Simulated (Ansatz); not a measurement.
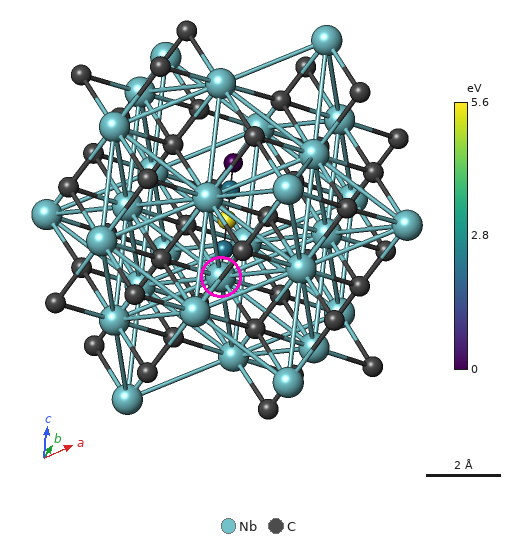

A search for the minimum-energy path of a defect cell of composition Nb7C8 with a Nb vacancy (15 atoms in the cell) by the nudged elastic band. Images are numbered from 0 (start) to 4 (end). The start is drawn whole; smaller spheres mark the moving atoms (Nb) in the later images, joined by lines and coloured by the energy of the image relative to the start. A ball-and-stick model of the atoms within 5.8 Å of the middle of the path, seen slightly off an axis. The moving atom is ringed, with any periodic copies. Bonds to atoms that aren't drawn are left out.

Method: Ansatz, DFT, PAW plane waves, PBE.

Input
```yaml
crystal:
  lattice:
    - [0.0, 4.48036862, 4.48036862]
    - [4.48036862, 0.0, 4.48036862]
    - [4.48036862, 4.48036862, 0.0]
  atoms:
    - { symbol: Nb, position: [-0.00382926, -0.00516122, 0.00292046] }
    - { symbol: C, position: [0.25537101, 0.24904649, 0.24868224] }
    - { symbol: Nb, position: [-0.00302424, -0.00084422, 0.50117987] }
    - { symbol: C, position: [0.25028126, 0.2528523, 0.74755861] }
    - { symbol: Nb, position: [0.00495331, 0.49973565, 0.00186795] }
    - { symbol: C, position: [0.25024091, 0.7528035, 0.25206778] }
    - { symbol: Nb, position: [0.00582136, 0.4912365, 0.50539869] }
    - { symbol: C, position: [0.24938487, 0.75148527, 0.74418317] }
    - { symbol: Nb, position: [0.50452664, 0.00085216, 0.00055075] }
    - { symbol: C, position: [0.7503227, 0.25223426, 0.2435528] }
    - { symbol: C, position: [0.74436109, 0.25250265, 0.7508151] }
    - { symbol: Nb, position: [0.49419381, 0.50264766, 0.00138916] }
    - { symbol: C, position: [0.74904312, 0.75063068, 0.2540745] }
    - { symbol: Nb, position: [0.50454159, 0.50243012, 0.49686763] }
    - { symbol: C, position: [0.7466428, 0.7448473, 0.74989963] }
kpoints:
  mp_grid: { grid: [3, 3, 3] }
magnetization:
  spin_polarized: false
scf:
  occupations: { method: fermi_dirac, width: 0.05 }
hamiltonian:
  pseudopotentials: { kind: paw }
  xc: pbe
basis:
  ecutwfc: 420
neb:
  images: 3
  relax_end_points: true
  climbing: true
  f_tol: 0.05
  max_iterations: 40
  order_check: false
  final_atoms:
    - { symbol: Nb, position: [-0.00382926, -0.00516122, 0.00292046] }
    - { symbol: C, position: [0.25537101, 0.24904649, 0.24868224] }
    - { symbol: Nb, position: [-0.00302424, -0.00084422, 0.50117987] }
    - { symbol: C, position: [0.25028126, 0.2528523, 0.74755861] }
    - { symbol: Nb, position: [0.00495331, 0.49973565, 0.00186795] }
    - { symbol: C, position: [0.25024091, 0.7528035, 0.25206778] }
    - { symbol: Nb, position: [0.00582136, 0.4912365, 0.50539869] }
    - { symbol: C, position: [0.24938487, 0.75148527, 0.74418317] }
    - { symbol: Nb, position: [0.49525088, -0.00477478, 0.50794037] }
    - { symbol: C, position: [0.7503227, 0.25223426, 0.2435528] }
    - { symbol: C, position: [0.74436109, 0.25250265, 0.7508151] }
    - { symbol: Nb, position: [0.49419381, 0.50264766, 0.00138916] }
    - { symbol: C, position: [0.74904312, 0.75063068, 0.2540745] }
    - { symbol: Nb, position: [0.50454159, 0.50243012, 0.49686763] }
    - { symbol: C, position: [0.7466428, 0.7448473, 0.74989963] }
```

Command:
```bash
ansatz run input.yaml --threads 4 --pin off --max-ram 8192MiB --backend cpu --events-out ev --progress --plain --runs-dir out
```

**Describe the path and its energy.**

It is a vacancy jump: a nearby atom moves into the empty site and leaves its own site empty. A Nb atom travels furthest, 3.17 Å from end to end, along +c, on a straight line. At the highest image its nearest neighbour (C) is 1.93 Å away, against 2.24 Å at the start, and the surrounding atoms stand up to 0.32 Å off the mean of their end positions. The barrier is about 5.60 eV in both directions, with image 2 at the top; the ends have the same energy. The band is converged.

Limits of the set-up: the periodic images lie only 6.3 Å apart, so the values are limited by the cell's size.

The run took 2.5 min on 4 threads of Intel(R) Xeon(R) Platinum 8488C (Sapphire Rapids), on a shared host, peak memory 1.1 GiB.
